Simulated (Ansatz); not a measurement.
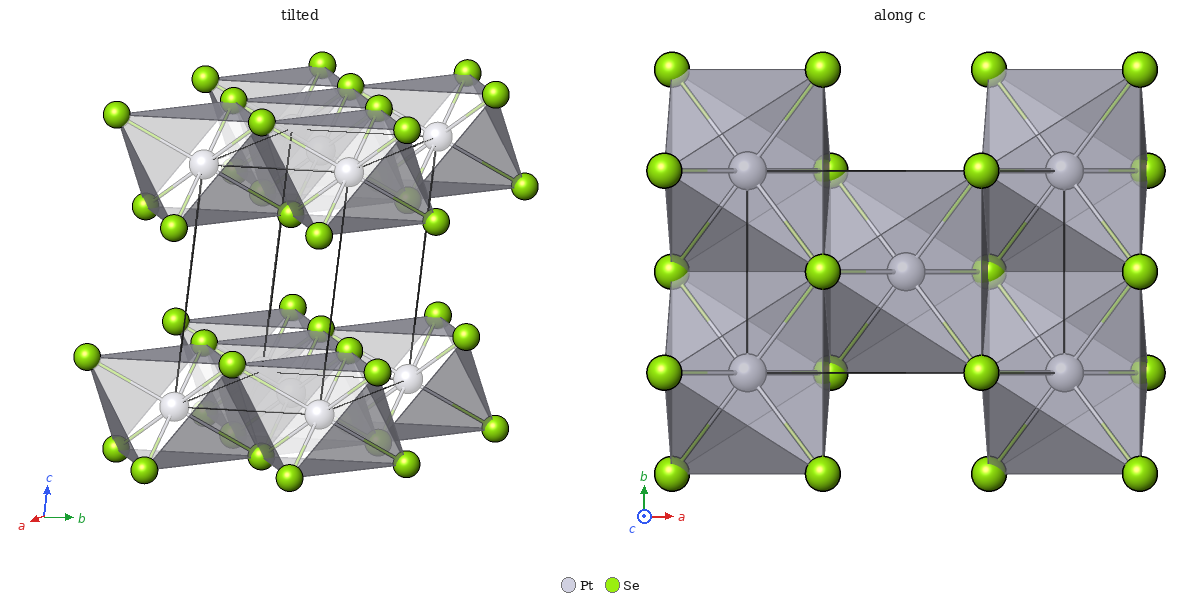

An orthographic polyhedral view of the structure, slightly off an axis and along the c axis. The lines enclose the conventional unit cell; boundary atoms appear with their images. Some neighbours outside the box are added.

PtSe2, space group C2/m (No. 12), a = 6.394 Å, b = 3.822 Å, c = 6.142 Å, α = 90.00°, β = 110.30°, γ = 90.00°. The structure comes from a structure type filled with these elements by a generator (whether the compound takes this form wasn't checked). The cell was then strained or its atoms displaced on purpose. An electronic-structure calculation with Ansatz was run on it.

This one geometry was computed with Ansatz (DFT, plane waves, PAW) at three levels of theory: r2SCAN, HSE06 and PBE.

**Which level gives the highest pressure at this volume, and what does that say about its equilibrium volume?**

Highest: PBE (1.2 GPa), which points to the largest equilibrium volume. Lowest, with the smallest volume: HSE06 (-2.7 GPa). Levels within 0.5 GPa of each other can't be told apart.

**How does the band gap change with the level of theory?**

PBE: a gap of 0.28 eV, indirect; r2SCAN: a gap of 0.45 eV, indirect; HSE06: a gap of 0.78 eV, indirect.

**Collect the results in a table.**

| level | cutoff (eV) | k-mesh of the run's cell | gap (eV) | pressure (GPa) |
| --- | --- | --- | --- | --- |
| r2SCAN | 500 | 8×8×8 | 0.45 | -1.2 |
| HSE06 | 420 | 6×6×6 | 0.78 | -2.7 |
| PBE | 420 | 8×8×8 | 0.28 | 1.2 |

Gaps are taken on the k-mesh or band path of each run.
